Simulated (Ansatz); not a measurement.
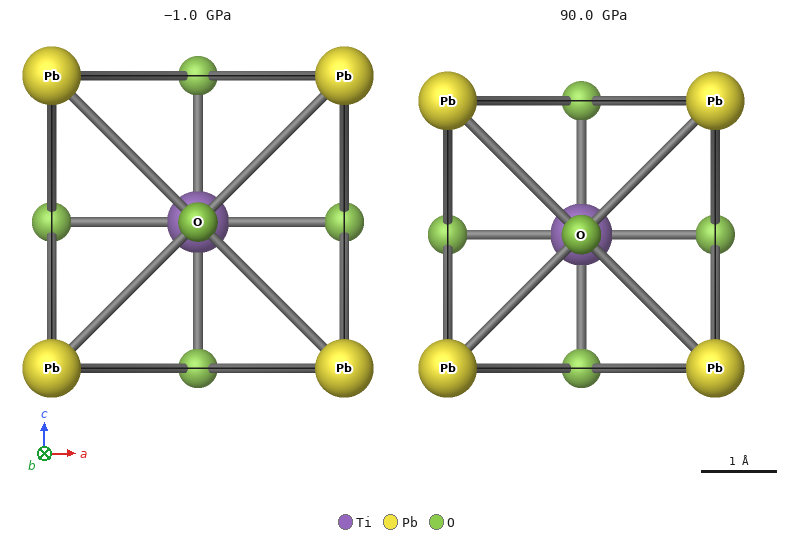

Solid TiPbO₃ (set up in Pm-3m), relaxed (cell and atoms) at several target pressures. The picture shows the first and the last member. Style: ball-and-stick. Shown: the cell of the calculation, along the b axis.

Computed with Ansatz 0.2.0: DFT PBEsol, scalar-relativistic, plane waves, PAW. (plane-wave cutoff 420 eV; k-point mesh 8 × 8 × 8; occupations gaussian; smearing width 0.02 eV; no spin polarisation; cell and atoms relaxed; force threshold 0.008 eV/Å)

```json
{"pressure (GPa)": "−1.0", "volume (Å³/atom)": "12.106", "a (Å)": "3.926", "band gap (eV)": "1.58"}
{"pressure (GPa)": "0.0", "volume (Å³/atom)": "12.041", "a (Å)": "3.919", "band gap (eV)": "1.57"}
{"pressure (GPa)": "1.0", "volume (Å³/atom)": "?", "a (Å)": "?", "band gap (eV)": "?"}
{"pressure (GPa)": "4.0", "volume (Å³/atom)": "11.799", "a (Å)": "3.893", "band gap (eV)": "1.54"}
{"pressure (GPa)": "12.0", "volume (Å³/atom)": "11.390", "a (Å)": "3.847", "band gap (eV)": "1.47"}
{"pressure (GPa)": "25.0", "volume (Å³/atom)": "10.849", "a (Å)": "3.785", "band gap (eV)": "1.36"}
{"pressure (GPa)": "50.0", "volume (Å³/atom)": "10.082", "a (Å)": "3.694", "band gap (eV)": "1.14"}
{"pressure (GPa)": "90.0", "volume (Å³/atom)": "9.246", "a (Å)": "3.589", "band gap (eV)": "0.79"}
```

**One row is withheld. What does the calculation give there?**

Murnaghan's form V = V₀(1 + B′P/B₀)^(−1/B′), with V₀ = 12.041 Å³ from the row at zero pressure, fits the other rows with B₀ = 194 GPa and B′ = 3.95 (largest miss 0.006 Å³). At 1.0 GPa it gives 12.041 × (1 + 3.95 × 1.0/194)^(−1/3.95) = 11.980 Å³ per atom. The calculation gives 11.977 Å³/atom (a = 3.912 Å). The estimate is 0.003 Å³/atom too high. For the gap a parabola through the rows −1.0, 0.0, 4.0 gives 1.56 eV, and the calculation 1.56 eV (semilocal gaps, lower than measured ones as a rule). From the first member to the last: O–Pb 2.776 → 2.538 Å, O–Ti 1.963 → 1.795 Å.

The whole series:

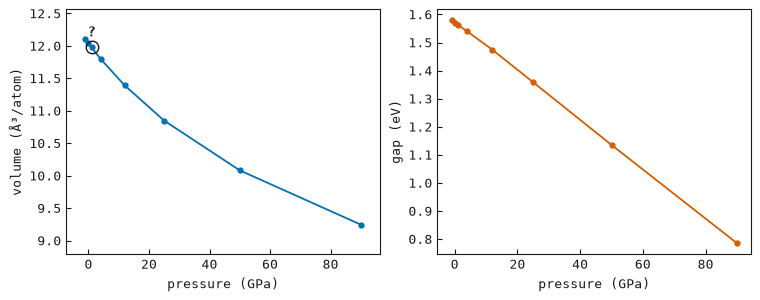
